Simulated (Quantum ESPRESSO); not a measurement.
## N: band-structure run (part 3 of 3)

N (Pa-3, 8 atoms in the cell); Kohn-Sham DFT of a periodic cell, r2SCAN, SG15 PBE 1.2, no spin polarisation (Quantum ESPRESSO 7.5); cutoff 1197.3 eV, 5×5×5 k-mesh, fermi-dirac of 0.05 eV. The structure derives from a Materials Project entry.

Geometry of the input (Å; fractional positions):
```
5.5605  0.0000  0.0000
0.0000  5.5605  0.0000
0.0000  0.0000  5.5605
N  0.0574  0.4426  0.5574
N  0.4426  0.5574  0.0574
N  0.5574  0.0574  0.4426
N  0.9426  0.9426  0.9426
N  0.9426  0.5574  0.4426
N  0.5574  0.4426  0.9426
N  0.4426  0.9426  0.5574
N  0.0574  0.0574  0.0574
```

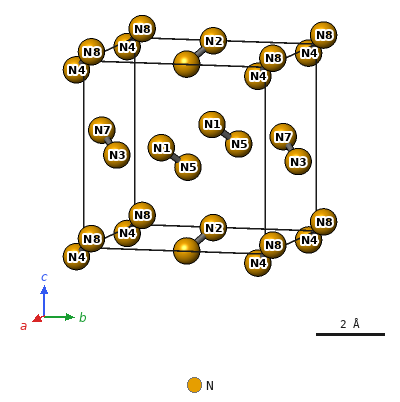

Fig. 1: The structure (ball-and-stick view of the cell of the calculation, seen slightly off an axis; atoms are numbered from 1 in the order of the input).

## Output, continued
```
   -25.1399 -25.1210 -25.1040 -25.1020  -9.9160  -9.9123  -9.8739  -9.8271
    -7.5580  -7.5328  -7.3360  -7.3183  -7.3080  -7.2416  -7.1281  -7.0986
    -6.2544  -6.0596  -5.9273  -5.9147   2.4110   2.4491   2.6168   2.9134
     2.9147   2.9824   3.1094   3.1910

          k = 0.4000-0.2000 0.2000 ( 16174 PWs)   bands (ev):

   -25.1362 -25.1193 -25.1056 -25.1056  -9.9161  -9.9117  -9.8827  -9.8419
    -7.5707  -7.5023  -7.3909  -7.3670  -7.2373  -7.2031  -7.1013  -7.0932
    -6.2360  -6.0607  -5.9559  -5.9441   2.4723   2.5332   2.6686   2.8913
     2.9389   2.9763   3.0731   3.1371

          k = 0.4000-0.2000 0.4000 ( 16169 PWs)   bands (ev):

   -25.1267 -25.1149 -25.1149 -25.1097  -9.9134  -9.9040  -9.8982  -9.8741
    -7.5452  -7.4756  -7.4601  -7.4128  -7.1657  -7.1462  -7.0928  -7.0821
    -6.1624  -6.0520  -6.0421  -6.0020   2.6232   2.7216   2.7513   2.8711
     2.9130   2.9429   3.0147   3.0233

          k = 0.4000-0.2000-0.4000 ( 16169 PWs)   bands (ev):

   -25.1267 -25.1149 -25.1149 -25.1097  -9.9134  -9.9040  -9.8982  -9.8741
    -7.5452  -7.4756  -7.4601  -7.4128  -7.1657  -7.1462  -7.0928  -7.0821
    -6.1624  -6.0520  -6.0421  -6.0020   2.6232   2.7216   2.7513   2.8711
     2.9130   2.9429   3.0147   3.0233

          k = 0.4000-0.2000-0.2000 ( 16174 PWs)   bands (ev):

   -25.1362 -25.1193 -25.1056 -25.1056  -9.9161  -9.9117  -9.8827  -9.8419
    -7.5707  -7.5023  -7.3909  -7.3670  -7.2373  -7.2031  -7.1013  -7.0932
    -6.2360  -6.0607  -5.9559  -5.9441   2.4723   2.5332   2.6686   2.8913
     2.9389   2.9763   3.0731   3.1371

     the Fermi energy is    -3.5220 ev

!    total energy              =    -159.09878845 Ry
     estimated scf accuracy    <          5.7E-09 Ry
     smearing contrib. (-TS)   =       0.00000000 Ry
     internal energy E=F+TS    =    -159.09878845 Ry

     The total energy is F=E-TS. E is the sum of the following terms:
     one-electron contribution =    -114.57919984 Ry
     hartree contribution      =      67.48519980 Ry
     xc contribution           =     -39.11099409 Ry
     ewald contribution        =     -72.89379431 Ry

     convergence has been achieved in  12 iterations

     Forces acting on atoms (cartesian axes, Ry/au):

     atom    1 type  1   force =    -0.03943966    0.03944213   -0.03944240
     atom    2 type  1   force =     0.03944253   -0.03944007   -0.03944079
     atom    3 type  1   force =    -0.03944044   -0.03944181    0.03944250
     atom    4 type  1   force =     0.03944277    0.03944089    0.03944011
     atom    5 type  1   force =     0.03944555   -0.03944353    0.03944328
     atom    6 type  1   force =    -0.03944683    0.03944947    0.03944880
     atom    7 type  1   force =     0.03944348    0.03944180   -0.03944182
     atom    8 type  1   force =    -0.03944739   -0.03944888   -0.03944969

     Total force =     0.193233     Total SCF correction =     0.000066

     Computing stress (Cartesian axis) and pressure

          total   stress  (Ry/bohr**3)                   (kbar)     P=      -21.92
  -0.00014901   0.00000000  -0.00000000          -21.92        0.00       -0.00
   0.00000000  -0.00014901   0.00000000            0.00      -21.92        0.00
  -0.00000000   0.00000000  -0.00014901           -0.00        0.00      -21.92

=------------------------------------------------------------------------------=
   JOB DONE.
=------------------------------------------------------------------------------=
```

## Summary

```tsv
quantity	value
outcome	converged
space group (tolerance 0.01 Å)	Pa-3 (205)
electrons treated	40
free energy	−2164.6493 eV
Fermi energy of the self-consistent step	−3.522 eV
gap on the k-point mesh	7.98 eV
gap on the band path	7.98 eV
pressure	−2.19 GPa
largest force (length of the vector)	1.757 eV/Å
hardware	2 threads of Intel Xeon (Granite Rapids), 64 GiB of memory available, shared host
wall time	19 min (CPU time 37 min)
peak memory	0.94 GiB
```

## Remarks

Further notes kept with the run: potentials made for another functional. Points of doubt noted for this run: potentials made for another functional.
